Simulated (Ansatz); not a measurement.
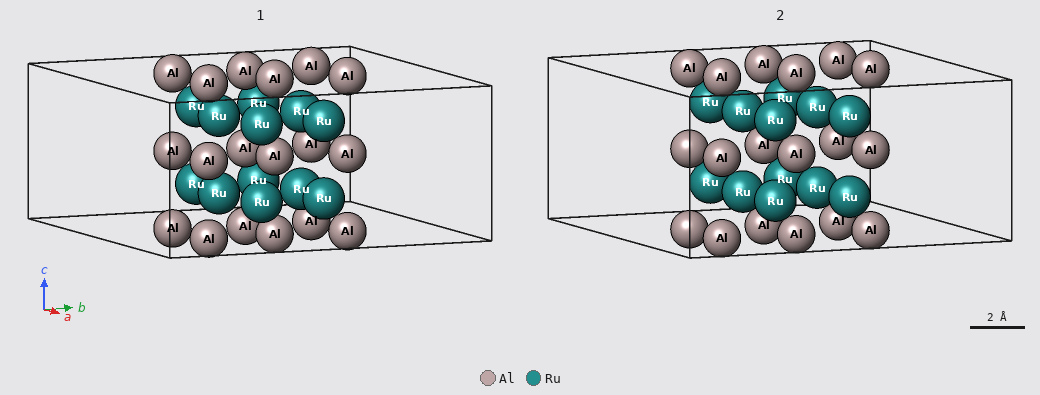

Two geometries of a wire of composition AlRu, drawn at one scale. One is the start of a relaxation, the other its converged end. The picture is a spheres-only view of the 2 repeat of the cell, with the vacuum cut short, seen slightly off an axis.

Level of theory: DFT PBE, scalar-relativistic, plane waves, PAW (Ansatz 0.2.0). (plane-wave cutoff 420 eV; k-point mesh 1 × 1 × 18; occupations gaussian; smearing width 0.05 eV; no spin polarisation; cell relaxed at fixed a, b, alpha, beta, gamma; force threshold 0.02 eV/Å; at most 45 steps)

### Which geometry has the lower energy?

Structure 1 is the relaxed one. Case: wire along [0 0 1], 12 atoms a period. The largest moves relative to the centre of the atoms, 0.27 Å, are those of Al atoms. Largest moves by element: Al 0.27 Å, Ru 0.25 Å. Along the periodic axis the drawn cell goes c 6.008 → 5.789 Å (−3.6 %). Near-neighbour distances that change, for instance: Ru–Ru 3.004 → 2.514 Å, Al–Al 3.004 → 2.695 Å, Al–Al 3.004 → 2.824 Å, Ru–Ru 3.004 → 2.895 Å. Among the angles between lasting bonds that change: Al–Ru–Al 109.5° → 106.3°, Al–Ru–Al 70.5° → 67.9°. The energy falls by 1.391 eV per cell of the calculation in 6 accepted moves (7 points after the start). Largest force component: 1.3 eV/Å at the start, 0.013 eV/Å at the end. The SCF was repeated once at an unchanged geometry on a basis and grid sized afresh for the cell, which shifted the energy by 2.4 meV per cell of the calculation at most.
